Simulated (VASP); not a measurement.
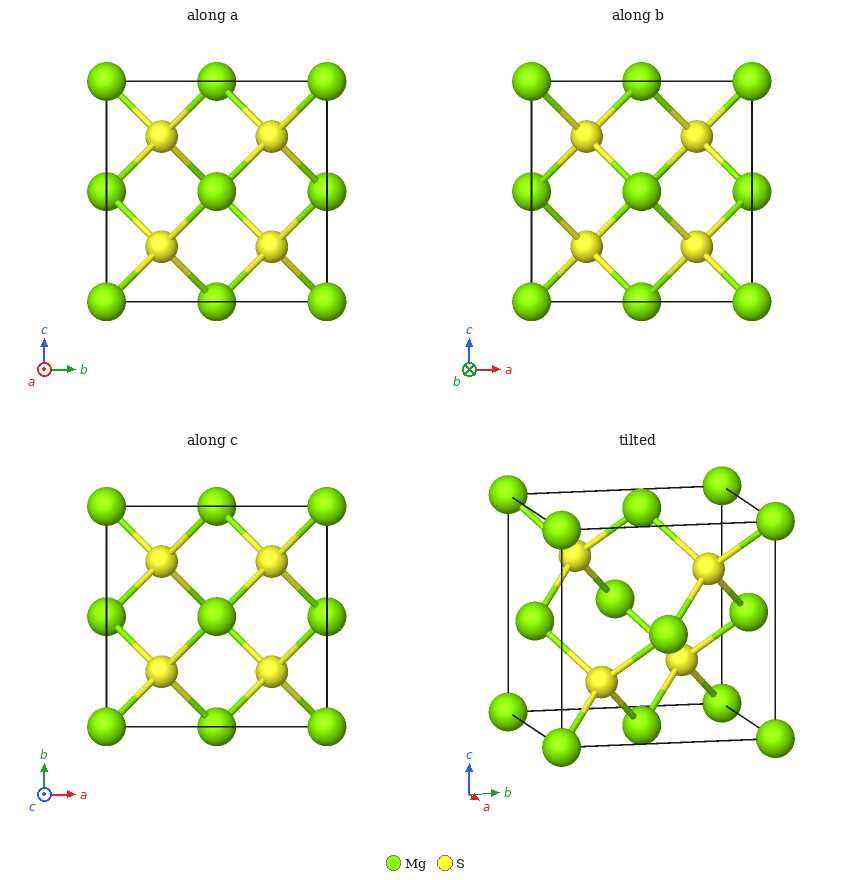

Drawn in the ball-and-stick manner and seen along the a axis, along the b axis, along the c axis and slightly off an axis. Lines trace the edges of the conventional unit cell.

Lattice parameters: a = 5.662 Å, b = 5.662 Å, c = 5.662 Å, α = 90.00°, β = 90.00°, γ = 90.00°.

Give the atomic positions as a table of Wyckoff sites.

Answer. Space group F-43m (No. 216).
```
atom  site       x       y       z
  Mg    4a  0.0000  0.0000  0.0000
   S    4d  0.2500  0.2500  0.7500
```

The model was built from a structure type filled with these elements by a generator (whether the compound takes this form wasn't checked). Earlier steps of the study, as a rule a relaxation of our own, may have changed the cell and positions, so they can lie some per cent off the listed ones. It was run through VASP as a DFT input.
